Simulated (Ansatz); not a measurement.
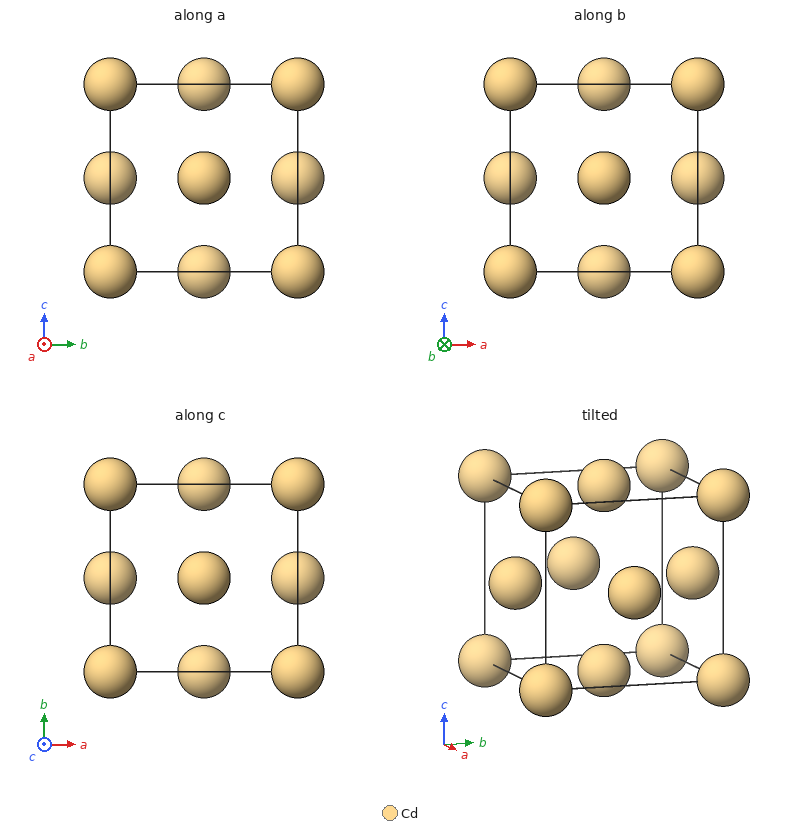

The crystal in a spheres-only representation, seen along the a axis, along the b axis, along the c axis and slightly off an axis. The parallelepiped is the conventional unit cell.

Lattice parameters: a = 4.666 Å, b = 4.666 Å, c = 4.666 Å, α = 90.00°, β = 90.00°, γ = 90.00°.

### Write down what is shown as a table of Wyckoff sites.

Space group Fm-3m (No. 225).
```csv
atom,site,x,y,z
Cd,4a,0.0000,0.0000,0.0000
```

The cell started as a structure type filled with this element by a generator (whether the element takes this form wasn't checked). Earlier steps of the study may have refined or changed the cell and positions. It was run through Ansatz as a DFT input.
